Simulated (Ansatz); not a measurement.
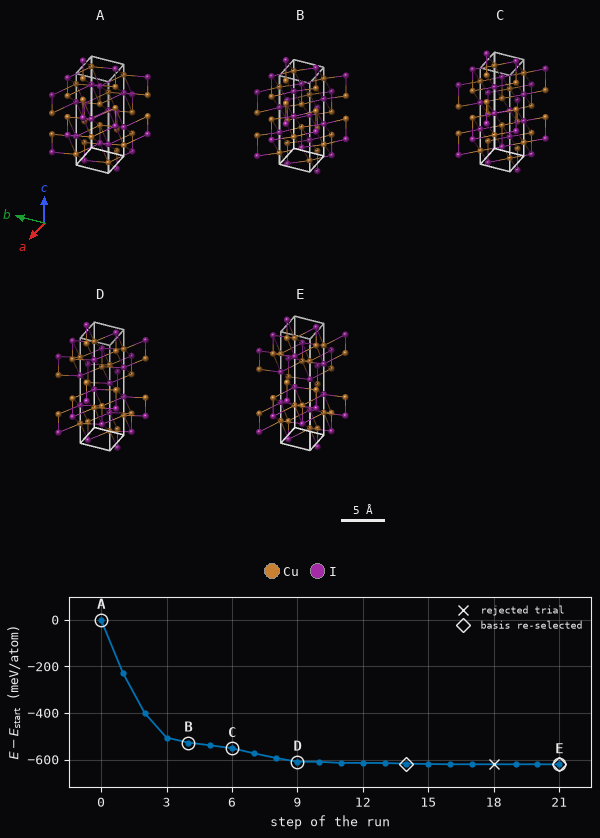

Frames of a relaxation of solid CuI (built on the HgF-139 type type), marked on the history of the run. Style: ball-and-stick. Shown: the conventional cell (2 times the calculation's cell), from a free direction. Lengths and directions refer to the drawn axes.

Method: DFT, PBEsol, plane waves, PAW in Ansatz 0.2.0.

Input
```yaml
crystal:
  lattice:
    - [-2.09096958, 2.09096958, 6.31213417]
    - [2.09096958, -2.09096958, 6.31213417]
    - [2.09096958, 2.09096958, -6.31213417]
  atoms:
    - { symbol: Cu, position: [0.88451596, 0.88451596, 0.0] }
    - { symbol: Cu, position: [0.11548404, 0.11548404, 0.0] }
    - { symbol: I, position: [0.6881518, 0.6881518, 0.0] }
    - { symbol: I, position: [0.3118482, 0.3118482, 0.0] }
kpoints:
  mp_grid: { grid: [8, 8, 8] }
hamiltonian:
  xc: pbesol
scf:
  occupations: { method: fermi_dirac, width: 0.03 }
relax:
  f_tol: 0.01
  cell: {}
  max_steps: 120
```

Launched with:
```bash
ansatz run input.yaml --threads 2 --pin off --max-ram 2211MiB --backend cpu --events-out ev --progress --plain --runs-dir out
```

Describe the path.

The largest moves relative to the cell, 1.28 Å, are those of Cu1 and Cu2. Cu1 goes along −c. By element the largest moves are Cu 1.28 Å, I 0.80 Å. The drawn cell changes as follows: a = b 4.182 → 3.764 Å (−10.0 %), c 12.624 → 15.369 Å (+21.7 %); the volume changes by −1.4 %. Near-neighbour distances that change, for instance: I3–I4 3.344 → 4.392 Å, Cu1–I4 3.096 → 2.828 Å, Cu1–I3 2.479 → 2.539 Å. Bond angles that change, for instance: I3–Cu2–I4 72.8° → 109.8°, Cu1–I3–Cu2 107.2° → 70.2°, I3–Cu2–I3 145.5° → 140.5°. The space group stays I4/mmm (No. 139). Over 18 accepted moves (21 points after the start) the energy falls by 621 meV per atom. Largest force component: 2.9 eV/Å at the start, 0.00028 eV/Å at the end. The pressure goes from 0.16 to 0.00 GPa. The line search rejected the trial step at point 18 of the run. At 2 points the geometry stayed and the basis and grid were re-selected for the new cell (energy shift of 2.7 meV per atom at most each time). Cost: 5.5 min on 2 threads of Intel(R) Xeon(R) Processor @ 2.50GHz (Skylake/Cascade Lake), on a shared host, peak memory 0.58 GiB. From step 0 to 4: I atoms move most (0.58 Å), volume −16.5 %, energy −527 meV per atom. From step 4 to 6: Cu atoms move most (0.15 Å), volume +4.1 %, energy −24.1 meV per atom. From step 6 to 9: Cu atoms move most (0.67 Å), volume +9.9 %, energy −58.1 meV per atom. From step 9 to 21: Cu atoms move most (0.20 Å), volume +3.1 %, energy −11.3 meV per atom.

```tsv
step	E − E(0), meV/atom	largest force component, eV/Å	pressure, GPa	volume, Å³/atom	note
0	0.00	2.8789	0.16	27.598	
1	-228.07	1.8244	-2.97	27.243	
2	-400.59	0.9756	-3.92	25.863	
3	-505.76	0.1755	-2.23	23.773	
4	-527.22	0.1393	-0.30	23.057	
5	-538.82	0.1752	0.07	23.313	
6	-551.27	0.2220	0.39	24.009	
7	-573.03	0.2657	0.09	25.017	
8	-592.93	0.2764	-0.50	25.973	
9	-609.34	0.3218	0.66	26.390	
10	-609.67	0.2549	-1.50	26.673	
11	-614.39	0.0533	-0.11	25.997	
12	-614.40	0.1063	0.18	26.187	
13	-614.93	0.0074	0.01	26.025	
14	-617.64	0.0113	0.27	26.025	same geometry, new basis
15	-619.18	0.0129	0.19	26.347	
16	-620.21	0.0095	0.04	26.856	
17	-620.30	0.0043	0.00	27.102	
18	-620.28	0.0176	0.13	27.127	rejected
19	-620.30	0.0002	0.01	27.140	
20	-620.29	0.0005	0.00	27.217	
21	-620.61	0.0003	0.00	27.217	same geometry, new basis
```

Limits of the set-up: layers or molecules are held without a dispersion correction, so their spacing is unreliable.
